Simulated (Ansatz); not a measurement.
Na$_{2}$S

The calculation's input:

```
crystal:
  lattice:
    - [0.0, 3.2554324508, 3.2554324508]
    - [3.2554324508, 0.0, 3.2554324508]
    - [3.2554324508, 3.2554324508, 0.0]
  atoms:
    - { symbol: S, position: [0.0, 0.0, 0.0] }
    - { symbol: Na, position: [0.25, 0.25, 0.25] }
    - { symbol: Na, position: [0.75, 0.75, 0.75] }
kpoints:
  mp_grid: { grid: [8, 8, 8] }
  band_path:
    path:
      - [0.0, 0.0, 0.0]
      - [0.5, 0.0, 0.5]
      - [0.625, 0.25, 0.625]
      - [0.375, 0.375, 0.75]
      - [0.5, 0.5, 0.5]
      - [0.5, 0.25, 0.75]
    npoints: 1
hamiltonian:
  xc: pbe
scf:
  occupations: { method: fermi_dirac, width: 0.02 }
  n_extra_bands: 4
output:
  forces: true
  stress: true
  eigenvalues: true
  write_density: true
  write_potential: true
  elf: true
  volumetric_format: npy
```

Run with:

```sh
ansatz run input.yaml --threads 4 --pin off --max-ram 4608MiB --backend cpu --events-out ev --progress --plain --runs-dir out
```

Below, planes, directions and counts refer to the conventional cell (a = 6.51 Å, b = 6.51 Å, c = 6.51 Å, α = 90.00°, β = 90.00°, γ = 90.00°).

Space group Fm-3m; started from the antifluorite prototype, which need not be the ambient phase.

These are results of Ansatz, DFT, PBE, plane waves, PAW, not measurements.

Q: Predict the valence pseudo-density and electron localisation function between the atoms.

A: Na–S (2.82 Å): ρ at the midpoint is about 0.17 e/Å³; the ELF peaks at about 0.85 in the valence shell of S, 0.9 Å from its nucleus, and falls to about 0 next to Na; a largely ionic contact.

Q: Does the calculation make it a metal, or give it a gap?

A: It is gapped, with a Kohn–Sham gap of 2.5 eV on the k-point mesh (the band edges may lie off the mesh, which would make the gap smaller).

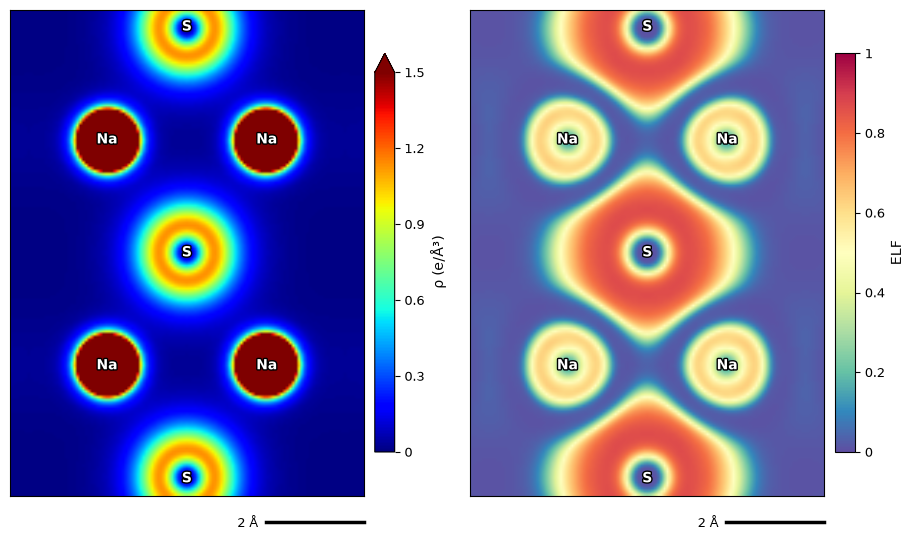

Computed valence pseudo-density and electron localisation function on the (101) plane of the conventional cell, in this order. 

Core electrons are frozen (PAW), and the valence fields are smoothed inside the atomic spheres.
